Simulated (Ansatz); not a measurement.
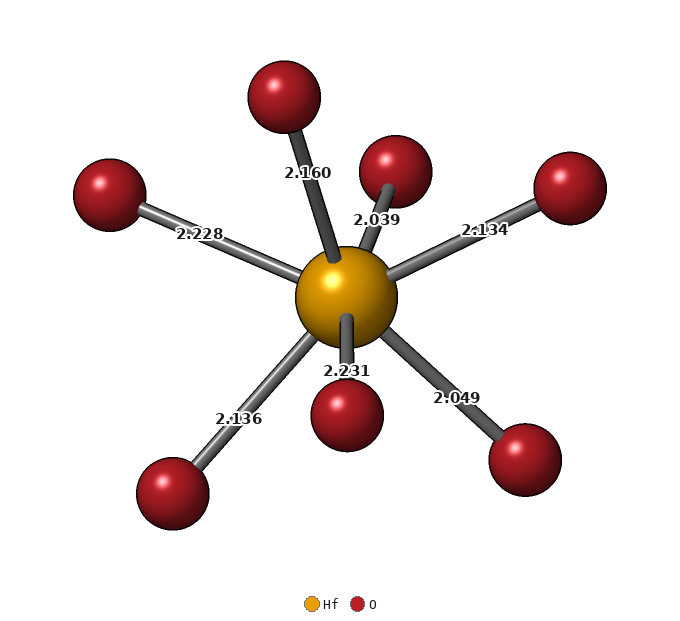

The surroundings of site Hf1 (at 0.277, 0.043, 0.208) in HfO$_{2}$ (P2_1/c, No. 14), with bond lengths in Å.

Source of the atomic positions: the geometry relaxed with DFT, PBEsol, plane waves, PAW in Ansatz.

```xyz
12
Lattice="5.0961 0.0000 0.0000 0.0000 5.1766 0.0000 -0.8813 0.0000 5.1974" Properties=species:S:1:pos:R:3 pbc="T T T"
Hf    1.2288    0.2225    1.0819
Hf    3.4266    2.8108    1.5168
Hf    2.9860    4.9541    4.1154
Hf    0.7882    2.3658    3.6806
O     1.8559    3.9247    2.4945
O     2.7996    1.3364    0.1042
O     2.3589    1.2519    2.7029
O     1.4153    3.8403    5.0931
O     0.0616    1.7448    1.7730
O     4.5939    4.3331    0.8257
O     4.1532    3.4319    3.4244
O    -0.3791    0.8436    4.3717
```

Bond valence s = exp((R0 − d)/b), R0 fitted to published crystal structures with b = 0.37 Å; R0 in Å: Hf4+–O 1.921.

**Calculate the bond-valence sum of Hf1 from the bonds drawn.**

1 × 0.727 + 1 × 0.708 + 1 × 0.562 + 1 × 0.559 + 1 × 0.524 + 1 × 0.436 + 1 × 0.433 = 3.95 v.u., against a formal valence of 4: a close match.

**And over the whole structure?**

```tsv
site	x, y, z	formal valence	bond-valence sum	difference
Hf1	0.277, 0.043, 0.208	+4	4.02	0.02
O1	0.447, 0.758, 0.480	−2	1.98	-0.02
O2	0.071, 0.337, 0.341	−2	2.05	0.05
```

These sums include all anions within 5 Å. The global instability index (root mean square of the differences over all atoms) is 0.03 v.u.: little strain.
